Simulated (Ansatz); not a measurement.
**Geometry relaxation of BAs**

The run: geometry relaxation of BAs (F-43m, 2 atoms in the cell). Method and program: DFT PBE, scalar-relativistic, plane waves, PAW, no spin polarisation (Ansatz 0.2.0).

The structure derives from an entry of the Crystallography Open Database. Figures and captions count atoms from 1; the log counts them from 0 in places.

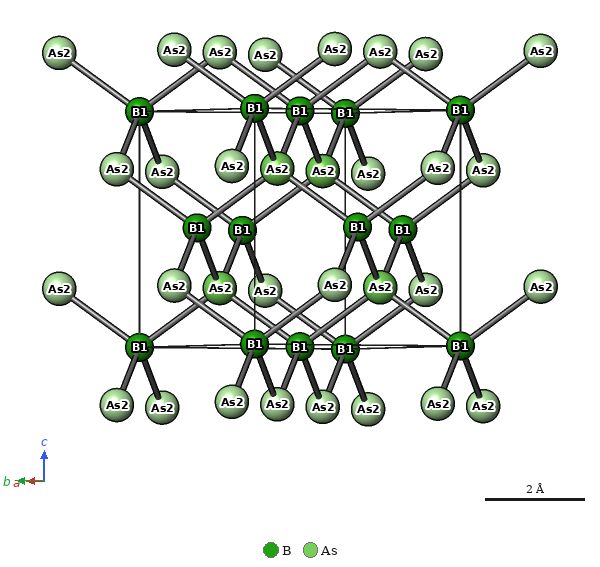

*The input geometry (ball-and-stick view of the cell 4 times as large as that of the calculation, set on its symmetry axes, seen at an oblique angle; neighbours outside the cell are drawn fainter; atoms are numbered from 1 in the order of the input).*

Near neighbours in the crystal (not all of them lie inside the picture): B has 4 As at 2.07 Å; As has 4 B at 2.07 Å.

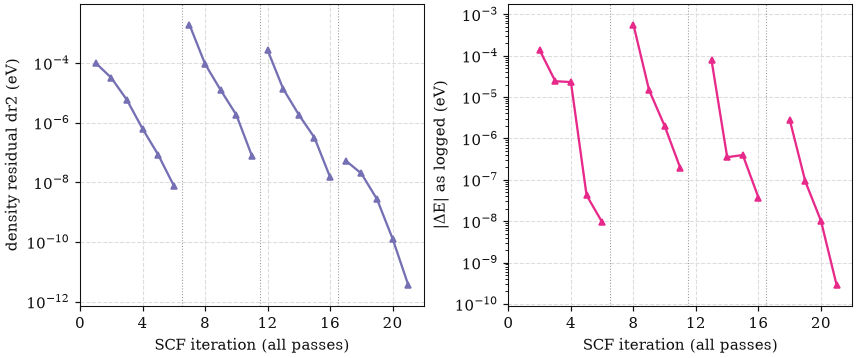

*Convergence of the self-consistent field: density residual dr2 and size of the energy change against the SCF iteration. The dotted lines part the SCF passes of the relaxation: geometry steps, rejected trials and re-solves on a re-selected basis.*

The passes take 6, 5, 5 and 5 iterations.

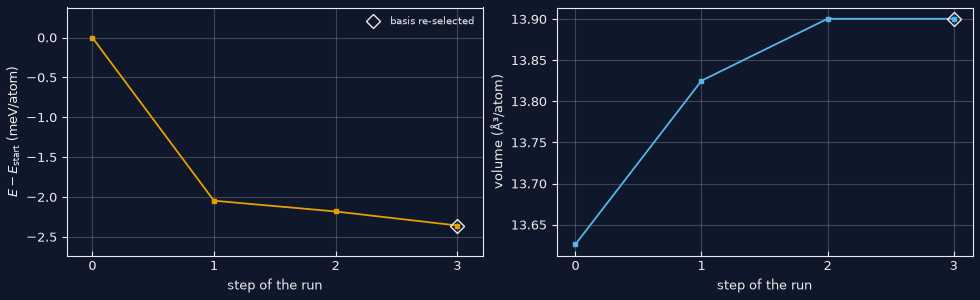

*Progress of the relaxation, step by step (the first geometry is step 0 here and step 1 in the log).*

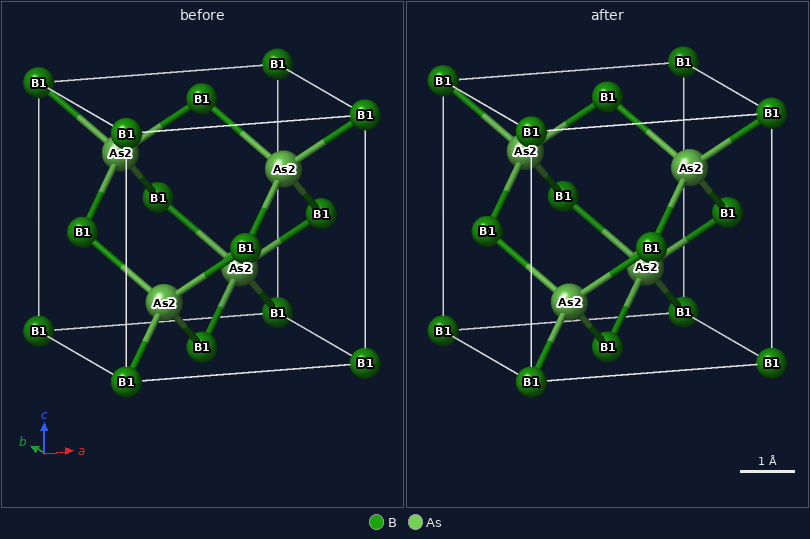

*Before (left) and after (right) the relaxation, at one scale (ball-and-stick view of the cell 4 times as large as that of the calculation, set on its symmetry axes, seen slightly off an axis).*

After 2 geometry steps the energy has fallen by 2.2 meV per atom. All forces vanish by symmetry, so only the cell relaxes. Pressure: 2.77 GPa at the start and 0.04 GPa at the end. No atom moves by more than 0.005 Å relative to the cell. The volume changes by +2.0 %, with a = b = c 4.777 → 4.809 Å (+0.7 %). Among the contacts that change: B1–As2 2.069 → 2.082 Å. The space group stays F-43m (No. 216). A last SCF at the same geometry on a re-selected plane-wave basis shifts the energy by −0.2 meV per atom. (Atoms are counted from 1 in the order of the input.)

The input that produced these results follows, with the program's output.

**Input file**
```yaml
crystal:
  lattice:
    - [0.0, 2.3885, 2.3885]
    - [2.3885, 0.0, 2.3885]
    - [2.3885, 2.3885, 0.0]
  atoms:
    - { symbol: B, position: [0.0, 0.0, 0.0] }
    - { symbol: As, position: [0.75, 0.75, 0.75] }
basis:
  ecutwfc: 420
kpoints:
  mp_grid: { grid: [10, 10, 10] }
hamiltonian:
  xc: pbe
scf:
  occupations: { method: gaussian, width: 0.02 }
output:
  forces: true
  stress: true
  eigenvalues: true
relax:
  adjacent_minimum: "off"
  f_tol: 0.005
  max_steps: 80
  cell: { stress_tol: 0.05 }
```

Command:
```bash
ansatz run input.yaml --threads 1 --pin off --max-ram 3072MiB --backend cpu --events-out ev --progress --plain --runs-dir out
```

**The program's output**
```
Engine: ansatz 0.2.0, x86_64-unknown-linux-gnu
Pseudopotentials: kind: paw
Pseudopotential: B, paw, valence charge 3, recommended cutoff 420 eV (normal), B.paw.azcp
Pseudopotential: As, paw, valence charge 15, recommended cutoff 420 eV (normal), As.paw.azcp
Functional definition: PBE
  parameter kappa = 0.804
  parameter beta = 0.06672455060314922
  exchange = pbe_x(kappa = kappa, mu = beta*pi^2/3)
  correlation = pbe_c(beta = beta)
Crystal: 2 atoms, lattice volume = 27.252 Å³
Basis set: ecut = 420 eV, 531 PW (Γ), exchange–correlation on 48×48×48 points (8 copies of the dense FFT grid, shifted against one another)
Bands: 13, of which v1, the nominal top of the filled ones, is band 9 counted from 1 (8 counted from 0)
Symmetry: 24 space group operations
Space group: F-43m (ITA 216), of the structure as read, at distance tolerance 3.0e-5 Å
k-points: 47 of 1000 (time reversal used)
Non-local potential: B, projectors of the file, l = 0: 2, l = 1: 2, l = 2: 1
Non-local potential: As, projectors of the file, l = 0: 2, l = 1: 2, l = 2: 3, l = 3: 1
PAW form: soft (Blöchl's): semilocal exchange-correlation on the pseudo side does not see the compensation charge
PAW one-centre angular grid: B, 110 points (default); XC on 64 Gauss nodes
PAW one-centre angular grid: As, 590 points (default); XC on 64 Gauss nodes
Initial density: superposition of atomic densities (neutral atoms: chi_scale 0, normalization atom), corrected by the library's trained network
Initial wavefunctions: pseudopotential atomic-orbital guess
Functional: x = pbe(κ = 0.804, μ = 0.2195149727645171), c = pbe(β = 0.06672455060314922)
SCF iter   1: F=—  HF=-5012.100099 eV  |F-HF|=—  |Δ(HF+E_count)|=         —  Δρ=7.94e-4  dr2=9.93e-5  ethr=1.77e-3  ⟨swp⟩=6.0  Hψ=3364  notcnv=0
preconditioner: auto → none  [insulator: Δε(μ)=1.185 eV  Ē_g=12.413 eV  σ=0.020 eV  W_gap=1.00  n_scr=8 (ndim 8)  ℏωp=20.1 eV  f_vac=0.001  D(μ)=0.00/eV (n_scr^D=0)  ε∞_Penn≈3.6]
SCF iter   2: F=—  HF=-5012.100235 eV  |F-HF|=—  |Δ(HF+E_count)|=   1.36e-4  Δρ=4.47e-4  dr2=3.15e-5  ethr=5.52e-7  ⟨swp⟩=2.8  Hψ=1607  notcnv=0
SCF iter   3: F=—  HF=-5012.100259 eV  |F-HF|=—  |Δ(HF+E_count)|=   2.41e-5  Δρ=2.47e-4  dr2=5.71e-6  ethr=1.75e-7  ⟨swp⟩=2.2  Hψ=982  notcnv=0
SCF iter   4: F=—  HF=-5012.100282 eV  |F-HF|=—  |Δ(HF+E_count)|=   2.30e-5  Δρ=4.70e-5  dr2=6.18e-7  ethr=3.17e-8  ⟨swp⟩=2.8  Hψ=1034  notcnv=0
iter 5 did not close the SCF: its close was put off for the readings that it lacked (scf_convergence_deferred on its scf_iter line)
SCF iter   5: F=-5012.100282 eV  HF=-5012.100282 eV  |F-HF|=5.49e-8  |Δ(HF+E_count)|=   4.24e-8  Δρ=1.85e-5  dr2=8.32e-8  ethr=3.43e-9  ⟨swp⟩=2.0  Hψ=1019  notcnv=0
SCF iter   6: F=-5012.100282 eV  HF=-5012.100282 eV  |F-HF|=1.07e-8  |Δ(HF+E_count)|=   9.42e-9  Δρ=6.20e-6  dr2=7.63e-9  ethr=4.62e-10  ⟨swp⟩=2.4  Hψ=2014  notcnv=0
SCF 1 converged in 6 iterations: F = -5012.100282 eV  dr2 = 7.63e-9
  greatest PAW one-centre occupation: 0.999 electrons in one spin orbital (limit 2), on the As atom at site 1 (counted from 0), in its partial waves of l = 2
relax step   1: F+E_penalty+E_count = -5012.10028247 eV  Δ(F+E_penalty+E_count) = +0.000e0 eV  max|allowed force component| = 2.965e-16 eV/Å  Δτ_max = 0.0000 Å  P = +2.769 GPa  Ω = 27.252 Å³  (6 SCF iters, dr2 threshold 1.00e-7 eV, accepted)
Crystal: 2 atoms, lattice volume = 27.650 Å³
Basis set: ecut = 420 eV, 537 PW (Γ), exchange–correlation on 48×48×48 points (8 copies of the dense FFT grid, shifted against one another)
Initial density: handed on by an earlier stage of this run
Initial wavefunctions: those handed on with the density
iter 1 solved again at ethr=1.07e-5 eV; its pass at ethr=3.10e-3 eV (dr2=1.93e-3 eV) is discarded
SCF iter   1: F=—  HF=-5012.104949 eV  |F-HF|=—  |Δ(HF+E_count)|=         —  Δρ=2.17e-3  dr2=1.92e-3  ethr=1.07e-5  ⟨swp⟩=1.1  Hψ=3719  notcnv=0
preconditioner: auto → none  [insulator: Δε(μ)=1.187 eV  Ē_g=12.299 eV  σ=0.020 eV  W_gap=1.00  n_scr=8 (ndim 8)  ℏωp=20.0 eV  f_vac=0.002  D(μ)=0.00/eV (n_scr^D=0)  ε∞_Penn≈3.6]
SCF iter   2: F=—  HF=-5012.104387 eV  |F-HF|=—  |Δ(HF+E_count)|=   5.63e-4  Δρ=5.15e-4  dr2=9.17e-5  ethr=1.07e-5  ⟨swp⟩=2.0  Hψ=947  notcnv=0
SCF iter   3: F=—  HF=-5012.104372 eV  |F-HF|=—  |Δ(HF+E_count)|=   1.48e-5  Δρ=1.97e-4  dr2=1.22e-5  ethr=5.10e-7  ⟨swp⟩=2.4  Hψ=905  notcnv=0
SCF iter   4: F=—  HF=-5012.104374 eV  |F-HF|=—  |Δ(HF+E_count)|=   1.99e-6  Δρ=7.20e-5  dr2=1.81e-6  ethr=6.78e-8  ⟨swp⟩=2.0  Hψ=1033  notcnv=0
SCF iter   5: F=-5012.104374 eV  HF=-5012.104374 eV  |F-HF|=5.67e-8  |Δ(HF+E_count)|=   1.92e-7  Δρ=1.71e-5  dr2=7.58e-8  ethr=1.11e-9  ⟨swp⟩=2.0  Hψ=2261  notcnv=0
SCF 2 converged in 5 iterations: F = -5012.104374 eV  dr2 = 7.58e-8
relax step   2: F+E_penalty+E_count = -5012.10437399 eV  Δ(F+E_penalty+E_count) = -4.092e-3 eV  max|allowed force component| = 7.633e-17 eV/Å  Δτ_max = 0.0000 Å  P = +0.750 GPa  Ω = 27.650 Å³  energy of the carried Pulay correction = -2.452e-4 eV  (5 SCF iters, dr2 threshold 2.00e-7 eV, accepted)
Crystal: 2 atoms, lattice volume = 27.801 Å³
iter 1 solved again at ethr=1.50e-6 eV; its pass at ethr=3.10e-3 eV (dr2=2.70e-4 eV) is discarded
SCF iter   1: F=—  HF=-5012.104721 eV  |F-HF|=—  |Δ(HF+E_count)|=         —  Δρ=8.07e-4  dr2=2.68e-4  ethr=1.50e-6  ⟨swp⟩=1.2  Hψ=3566  notcnv=0
preconditioner: auto → none  [insulator: Δε(μ)=1.200 eV  Ē_g=12.256 eV  σ=0.020 eV  W_gap=1.00  n_scr=8 (ndim 8)  ℏωp=19.9 eV  f_vac=0.002  D(μ)=0.00/eV (n_scr^D=0)  ε∞_Penn≈3.6]
SCF iter   2: F=—  HF=-5012.104644 eV  |F-HF|=—  |Δ(HF+E_count)|=   7.68e-5  Δρ=1.96e-4  dr2=1.34e-5  ethr=1.49e-6  ⟨swp⟩=2.0  Hψ=754  notcnv=0
SCF iter   3: F=—  HF=-5012.104644 eV  |F-HF|=—  |Δ(HF+E_count)|=   3.51e-7  Δρ=7.63e-5  dr2=1.83e-6  ethr=7.44e-8  ⟨swp⟩=2.4  Hψ=896  notcnv=0
SCF iter   4: F=—  HF=-5012.104644 eV  |F-HF|=—  |Δ(HF+E_count)|=   3.97e-7  Δρ=2.96e-5  dr2=3.12e-7  ethr=1.02e-8  ⟨swp⟩=2.2  Hψ=1044  notcnv=0
SCF iter   5: F=-5012.104644 eV  HF=-5012.104644 eV  |F-HF|=9.74e-9  |Δ(HF+E_count)|=   3.72e-8  Δρ=7.29e-6  dr2=1.48e-8  ethr=1.11e-9  ⟨swp⟩=4.6  Hψ=2394  notcnv=0
SCF 3 converged in 5 iterations: F = -5012.104644 eV  dr2 = 1.48e-8
relax step   3: F+E_penalty+E_count = -5012.10464396 eV  Δ(F+E_penalty+E_count) = -2.700e-4 eV  max|allowed force component| = 1.133e-16 eV/Å  Δτ_max = 0.0000 Å  P = +0.023 GPa  Ω = 27.801 Å³  energy of the carried Pulay correction = -3.372e-4 eV  (5 SCF iters, dr2 threshold 2.00e-7 eV, accepted)
Initial wavefunctions: pseudopotential atomic-orbital guess (no wavefunctions were taken with the density)
iter 1 solved again at ethr=6.21e-8 eV; its pass at ethr=3.10e-3 eV (dr2=1.12e-5 eV) is discarded
SCF iter   1: F=—  HF=-5012.104993 eV  |F-HF|=—  |Δ(HF+E_count)|=         —  Δρ=3.52e-5  dr2=5.28e-8  ethr=6.21e-8  ⟨swp⟩=3.0  Hψ=4969  notcnv=0
preconditioner: auto → none  [insulator: Δε(μ)=1.204 eV  Ē_g=12.255 eV  σ=0.020 eV  W_gap=1.00  n_scr=8 (ndim 8)  ℏωp=19.9 eV  f_vac=0.001  D(μ)=0.00/eV (n_scr^D=0)  ε∞_Penn≈3.6]
SCF iter   2: F=—  HF=-5012.104996 eV  |F-HF|=—  |Δ(HF+E_count)|=   2.84e-6  Δρ=1.88e-5  dr2=1.96e-8  ethr=2.93e-10  ⟨swp⟩=2.0  Hψ=1034  notcnv=0
SCF iter   3: F=—  HF=-5012.104996 eV  |F-HF|=—  |Δ(HF+E_count)|=   9.11e-8  Δρ=6.19e-6  dr2=2.71e-9  ethr=1.09e-10  ⟨swp⟩=2.0  Hψ=796  notcnv=0
SCF iter   4: F=—  HF=-5012.104996 eV  |F-HF|=—  |Δ(HF+E_count)|=   1.02e-8  Δρ=1.07e-6  dr2=1.28e-10  ethr=1.50e-11  ⟨swp⟩=3.0  Hψ=1034  notcnv=0
SCF iter   5: F=-5012.104996 eV  HF=-5012.104996 eV  |F-HF|=5.46e-12  |Δ(HF+E_count)|=  2.89e-10  Δρ=1.47e-7  dr2=3.62e-12  ethr=1.00e-12  ⟨swp⟩=5.2  Hψ=2260  notcnv=0
SCF 4 converged in 5 iterations: F = -5012.104996 eV  dr2 = 3.62e-12
relax step   4: F+E_penalty+E_count = -5012.10499585 eV  Δ(F+E_penalty+E_count) = -3.519e-4 eV  max|allowed force component| = 4.308e-17 eV/Å  Δτ_max = 0.0000 Å  P = +0.038 GPa  Ω = 27.801 Å³  stress off target by 3.84e-2 GPa  SCF on the basis re-selected at this cell (its energy is not comparable with the rows above)  (5 SCF iters)
basis re-selected at this cell: Δ(F+E_penalty+E_count) = -3.519e-4 eV, ΔP = +0.015 GPa vs the last step (what re-selecting the basis moved, of the pressure what is left beyond the Pulay correction that the steps carried, after the strain that the cell walked since its last selection, with what the two solves' SCF thresholds leave and, on support functions, any second-order correction that the steps lacked; it is no measure of the basis error at this ecutwfc). This SCF's stress stands 3.84e-2 GPa from its target on what of the cell is left free (relax.cell.stress_tol is 5.00e-2 GPa) and its largest allowed force component is 4.31e-17 eV/Å (relax.f_tol is 5.00e-3 eV/Å): within both
SCF converged after 5 iterations
Free energy (F): -5012.104996 eV
Harris-Foulkes:  -5012.104996 eV  (|F-HF|=5.46e-12)
Internal energy: -5012.104996 eV  (E = F + TS)
E sigma→0 (E₀):  -5012.104996 eV
Fermi energy:    11.412359 eV
--- Per-component energies (eV) ---
  E_band       = -215.046184
  E_kinetic    = 151.210373
  E_local      = -1711.360231  (includes V_loc(G=0)·N_el)
  E_nonlocal   = -657.826942
  E_hartree    = 946.619085
  E_xc         = -111.112688
  E_vxc        = -117.242221  (∫ρ·V_xc dr)
  E_paw        = -1915.279897  (= ΣΔE_a)
  E_vpaw       = 226.934596  (= ΣTr[D̂ρ^β])
  E_aug_tail   = 0.000006  (compensation charges beyond the density's cutoff)
  E_ewald      = -1714.354703
  E_smearing   = -0.000000  (= −TS)
  E_closure    = 0.000000  (closes the sum)
  Σ components = -5012.104996   (vs F -5012.104996, Δ=0.00e0)
--- Forces (eV/Å), atoms counted from 1 ---
  atom   1  B     -0.00000000     0.00000000     0.00000000
  atom   2  As     0.00000000     0.00000000     0.00000000
  max |Σ_I F_I| component: 1.17e-16 eV/Å
--- Stress (GPa, compression-positive) ---
        0.038358       0.000000       0.000000
        0.000000       0.038358       0.000000
        0.000000       0.000000       0.038358
  P = ⅓ Tr σ = 0.0384 GPa (0.384 kbar)
--- Band table (eV; the first three rows and the last of 47) ---
  k-point 0: bands = ["-24.9744", "-24.9744", "-24.9744", "-24.9538", "-24.9538", "-4.4128", "10.8104", "10.8104", "10.8104", "14.0667", "14.0667", "14.0667", "15.2325"]
  k-point 1: bands = ["-24.9741", "-24.9737", "-24.9737", "-24.9537", "-24.9537", "-4.2516", "9.4270", "10.5163", "10.5163", "14.1669", "14.4556", "14.4556", "16.1574"]
  k-point 2: bands = ["-24.9734", "-24.9720", "-24.9720", "-24.9535", "-24.9535", "-3.7764", "7.0962", "9.9536", "9.9536", "13.9196", "15.1634", "15.1634", "17.8301"]
  k-point 46: bands = ["-24.9730", "-24.9661", "-24.9600", "-24.9566", "-24.9505", "-0.1997", "2.7939", "5.5748", "5.8259", "15.3332", "15.6189", "18.5236", "18.6597"]
--- Relaxed structure (3 steps of the walk, 3 accepted, 1 SCFs on fresh bases) ---
  F+E_penalty+E_count = -5012.10499585 eV   max|allowed force component| = 4.308e-17 eV/Å   (the final SCF, on the basis selected at the relaxed cell)
  cell:  # Å, volume = 27.8007 Å³
    - [6.815060093997851e-34, 2.4044111604936984, 2.4044111604936984]
    - [2.4044111604936984, 6.082600364269111e-33, 2.4044111604936984]
    - [2.4044111604936984, 2.4044111604936984, 4.534881109277074e-33]
  atoms:
    - { symbol: B, position: [5.157181049184297e-34, -5.493153755971548e-34, -5.627542838686448e-34] }
    - { symbol: As, position: [0.75, 0.75, 0.75] }
```

**Trajectory as extended XYZ (Å, eV, eV/Å), 4 frames, from step=1 to step=4**
```
2
Lattice="0.0000 2.3885 2.3885 2.3885 0.0000 2.3885 2.3885 2.3885 0.0000" Properties=species:S:1:pos:R:3:forces:R:3 step=1 energy=-5012.10028 pressure_GPa=2.77
B     0.0000    0.0000    0.0000    0.0000   0.0000   0.0000
As    3.5827    3.5827    3.5827    0.0000   0.0000   0.0000
2
Lattice="0.0000 2.4001 2.4001 2.4001 0.0000 2.4001 2.4001 2.4001 0.0000" Properties=species:S:1:pos:R:3:forces:R:3 step=2 energy=-5012.10437 pressure_GPa=0.75
B     0.0000    0.0000    0.0000    0.0000   0.0000   0.0000
As    3.6001    3.6001    3.6001    0.0000   0.0000   0.0000
2
Lattice="0.0000 2.4044 2.4044 2.4044 0.0000 2.4044 2.4044 2.4044 0.0000" Properties=species:S:1:pos:R:3:forces:R:3 step=3 energy=-5012.10464 pressure_GPa=0.02
B     0.0000    0.0000    0.0000    0.0000   0.0000   0.0000
As    3.6066    3.6066    3.6066    0.0000   0.0000   0.0000
2
Lattice="0.0000 2.4044 2.4044 2.4044 0.0000 2.4044 2.4044 2.4044 0.0000" Properties=species:S:1:pos:R:3:forces:R:3 step=4 energy=-5012.10500 pressure_GPa=0.04
B     0.0000    0.0000    0.0000    0.0000   0.0000   0.0000
As    3.6066    3.6066    3.6066    0.0000   0.0000   0.0000
```

**Results in brief**

- outcome: converged
- space group (tolerance 0.01 Å): F-43m (216)
- electrons treated: 18
- free energy: −5012.1050 eV
- Fermi energy: 11.412 eV
- gap on the k-point mesh: 1.20 eV
- pressure: 0.04 GPa
- final volume: 27.80 Å³
- largest force (length of the vector) at the end: under 0.001 eV/Å
- final cell: a = 3.400 Å, b = 3.400 Å, c = 3.400 Å, α = 60.00°, β = 60.00°, γ = 60.00°
- hardware: 1 thread of AMD EPYC (Zen 3), 32 GiB of memory available, shared host
- wall time: 8.3 s
- peak memory: 0.37 GiB
